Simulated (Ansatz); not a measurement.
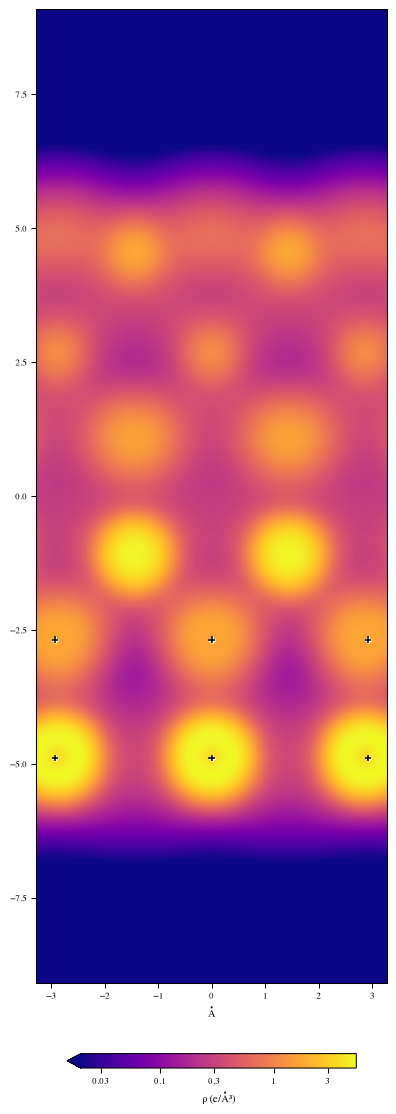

The valence pseudo-density on a plane through atoms (crosses mark nuclei in the plane).

The calculation used Ansatz, DFT PBE, scalar-relativistic, plane waves, PAW.

Candidates:
A. WC (slab), a = 2.92 Å, b = 4.08 Å, c = 24.77 Å, α = 90.00°, β = 90.00°, γ = 110.98°. Not relaxed (largest force 1.8 eV/Å).
B. Ce₂O₅ (slab), a = 3.86 Å, b = 3.86 Å, c = 25.93 Å, α = 90.00°, β = 90.00°, γ = 90.00°. Built by placing these elements on a known structure type; computed without spin polarisation; no Hubbard U on the f states and no spin–orbit coupling.

Which system is this?

Candidate A: WC on the (010) plane of the calculation cell, a cut from vacuum to vacuum, which holds W and C. W–C (2.21 Å): ρ at the midpoint is about 0.67 e/Å³. W–W (2.92 Å): ρ is about 0.34 e/Å³ halfway.
